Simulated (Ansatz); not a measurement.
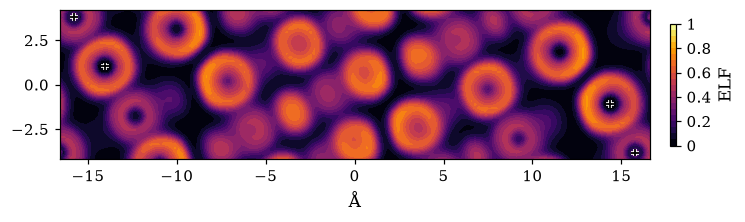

The ELF on a plane through atoms (crosses mark nuclei in the plane).

Level of theory: DFT PBE, scalar-relativistic, plane waves, PAW in Ansatz 0.2.0.

Candidates:
A. Sn₃O₄, a = 7.19 Å, b = 5.85 Å, c = 6.10 Å, α = 90.00°, β = 90.12°, γ = 90.00°. Space group P2/m; a structure from a database of computed crystals, not necessarily the ambient phase.
B. Bi₂Te₃, a = 4.45 Å, b = 4.45 Å, c = 32.17 Å, α = 90.00°, β = 90.00°, γ = 120.00°. Space group R-3m.

Which system is this?

Answer. Candidate B: Bi₂Te₃ on the (111) plane of the conventional cell, which holds Bi and Te. Bi–Te (3.09 Å): the ELF peaks at about 0.65 in the valence shell of Te, 1.3 Å from its nucleus, and drops to about 0.35 between the two atoms. Bi–Te (3.29 Å): the ELF peaks at about 0.65 in the valence shell of Te, 1.3 Å from its nucleus, and drops to about 0.30 between the two atoms.
